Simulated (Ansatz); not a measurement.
The coordinates of a crystal:

Space group P1 (No. 1). a = 2.396 Å, b = 2.755 Å, c = 10.867 Å, α = 84.03°, β = 88.72°, γ = 64.99°
```
atom  site  symmetry       x       y       z
  Pt    1a         1  0.0000  0.0000  0.0000
  Pt    1a         1  0.0524  0.0623  0.5089
  Pt    1a         1  0.6994  0.7313  0.2722
  Pt    1a         1  0.7170  0.6638  0.7389
```

Question: Summarise the structure in words.

Answer: The element is platinum. No point symmetry survives, so the space group is P1. The cell holds four atoms.

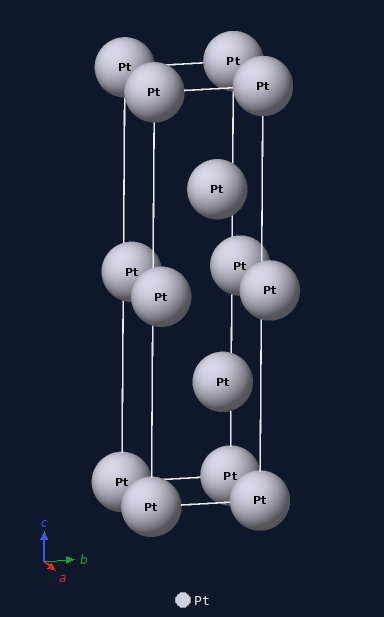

Shown here is a spheres-only view of the crystal, taken slightly off an axis. The lines enclose the unit cell; boundary atoms appear with their images.

Its origin is a structure listed in the Materials Project. The cell was then strained or its atoms displaced on purpose. An electronic-structure calculation with Ansatz was run on it.

At this level of theory the run's own cell isn't at rest (compressed, at 12 GPa), so its distances can differ from those at equilibrium, the more so the softer the solid.
